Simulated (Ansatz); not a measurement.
System: Gd, space group Fm-3m (No. 225) (one of a set of cubic test structures, which need not be the stable phase).

Computed with Ansatz 0.2.0 development build: equation of state of a cubic crystal from periodic Kohn-Sham density functional theory without spin, third-order Birch-Murnaghan fit to the free energies; pressure corrected for the finite basis. Level: PBE.

structure type fcc; atoms in cell 1; space group number 225; lattice centring face-centred primitive; k mesh 39×39×39; occupation method Fermi–Dirac; occupation width 0.06123 eV; wave cutoff 420 eV; datasets soft-1 PAW; density tolerance 1e−07 eV; bands 16; density cutoff ratio 4; search for lower states default.

What does the calculation give for the energy above the lowest point and pressure against volume? The volume takes the values 26.28, 26.84, 27.40, 27.96, 28.52, 29.08, 29.64 Å³/atom.

A third-order Birch–Murnaghan fit gives V0 = 28.00 Å³/atom, B0 = 15.8 GPa. The energy above the lowest point is 5.665 meV/atom at volume 26.28 Å³/atom and 4.375 meV/atom at 29.64 Å³/atom; the lowest computed point is at volume 27.96 Å³/atom (0.000 meV/atom), in a single well. The pressure falls from 1.10 GPa at volume 26.28 Å³/atom to −0.83 GPa at 29.64 Å³/atom, and changes sign near 28.00 Å³/atom.

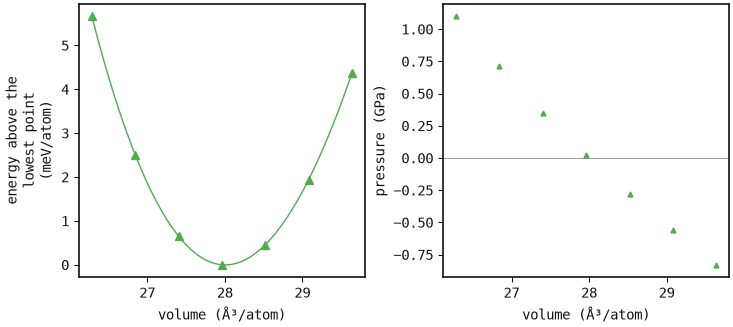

Limits of the calculation: cubic model structure, not the ambient form; open f shell treated without spin.
